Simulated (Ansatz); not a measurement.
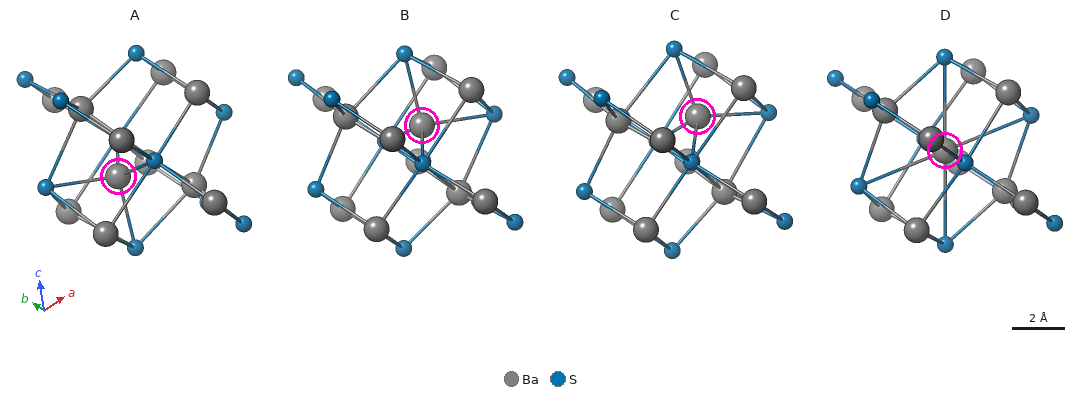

4 geometries from a converged minimum-energy path of a defect cell of composition Ba₉S₈ (17 atoms in the cell), shuffled. A ball-and-stick model of the atoms within 5.8 Å of the middle of the path, seen slightly off an axis. The moving atom is ringed, with any periodic copies. Bonds to atoms that aren't drawn are left out.

All numbers below come from DFT PBE, scalar-relativistic, plane waves, PAW (Ansatz 0.2.0). Set-up: plane-wave cutoff 420 eV; k-point mesh 2 × 2 × 2; Gaussian smearing 0.02 eV; 5 movable images; climbing image.

> Which of them lies highest in energy?

D. In order along the path, whose images run from 0 to 6: C (image 0, 0.00 eV), B (image 1, +0.21 eV), D (image 3, +1.67 eV), A (image 5, +0.21 eV). A Ba atom travels furthest, 3.22 Å from end to end, along [−1 1 −1], on a straight line. At the highest image its nearest neighbour (S) is 2.75 Å away, against 2.87 Å at the start, and the surrounding atoms stand up to 0.41 Å off the mean of their end positions.
